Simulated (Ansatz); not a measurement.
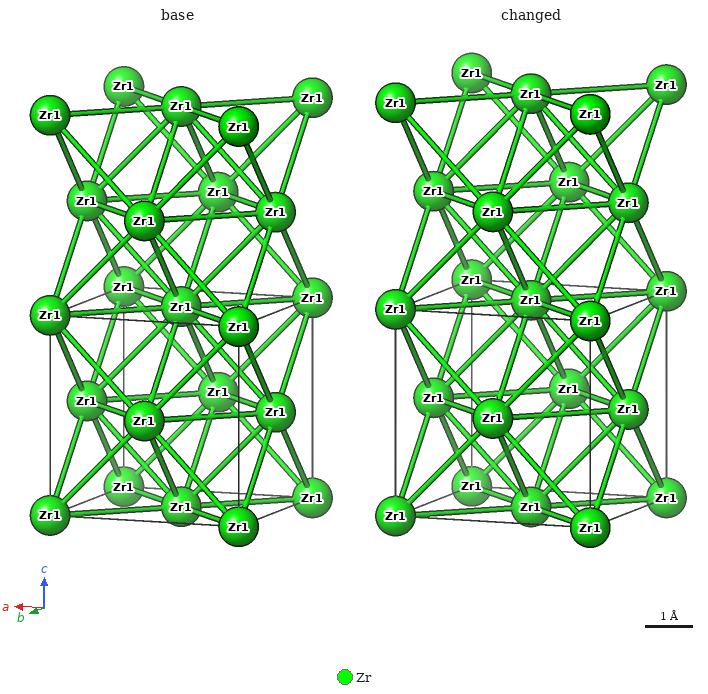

Left: a symmetric starting cell of Zr (made from another compound by putting Zr in place of Mo). Right: the same structure after one change, at the same scale. Style: ball-and-stick. Shown: the conventional cell (4 times the calculation's cell), repeated 1 × 1 × 2 with one cell outlined, from a free direction. Lengths and directions refer to the drawn axes.

Level of theory: DFT PBEsol, scalar-relativistic, plane waves, PAW (Ansatz). (plane-wave cutoff 420 eV; k-point mesh 16 × 16 × 16; occupations gaussian; smearing width 0.1 eV; no spin polarisation)

> Which change leads from the left to the right?

All lengths are scaled by +3.3 % (volume +10.1 %), the atoms keeping their fractional coordinates. No relaxation follows. The starting cell wasn't computed here and needn't be at equilibrium, so pressure and forces aren't due to the change alone.

> And its effect?

The pressure is −2.4 GPa (not all of it need come from the change, since the unchanged cell can be under pressure at this level too). All forces vanish by symmetry. Among the bonded contacts that change: Zr–Zr 3.083 → 3.184 Å. The space group stays Fm-3m (No. 225).
